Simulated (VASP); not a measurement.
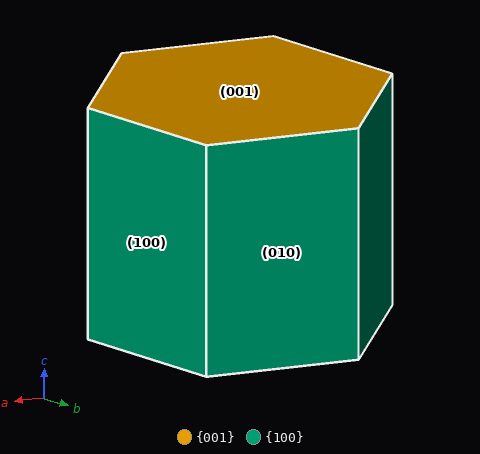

WC, space group P-6m2 (No. 187), a = 2.904 Å, b = 2.904 Å, c = 2.819 Å, α = 90.00°, β = 90.00°, γ = 120.00°. The shape was computed with the Donnay–Harker form of the Bravais–Friedel law: planes with larger spacing d grow more slowly and so show as larger faces; centring, glide planes and screw axes halve or divide d. Origin: the geometry relaxed with VASP Kohn-Sham DFT of a periodic cell, PBE0, VASP PAW PBE potentials, recommended in VASP. Forms under 0.4 % of the area are left out. Forms are taken in the Laue class: a face and its opposite count as one form.

### Which form makes up most of the surface, and how much?

{100}, with 6 faces and about 64 % of the area; its spacing is d = 2.515 Å.

### Describe the habit.

It is roughly equant (blocky). Widths along a, b and c stand as 1.00 : 1.00 : 0.77.
